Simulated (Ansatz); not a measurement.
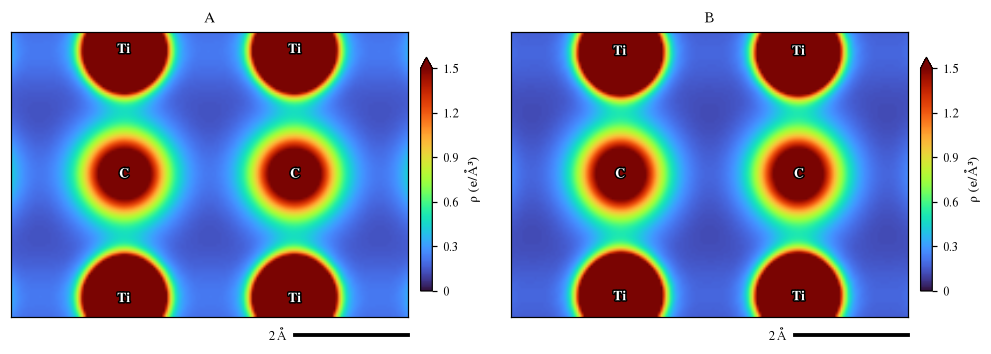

TiC. The valence electron density of two cells that differ in size and shape, on the (11̄0) plane of each (indices in the axes of the calculation cell), at one length scale and on one colour scale: B has 10.8 Å³ an atom and A 10.0.

Space group I4/mmm; computed without spin polarisation.

All numbers below come from Ansatz, DFT PBE, scalar-relativistic, plane waves, PAW.

The density is the valence pseudo-density of a PAW calculation; it isn't the true density close to the nuclei.

Q: What does the compression do to the bonding and the properties?

A: From the larger cell to the smaller, Ti–C goes from 2.16 to 2.20 Å, and the density at its midpoint from 0.52 to 0.48 e/Å³; the pressure goes from −12 to 5 GPa.
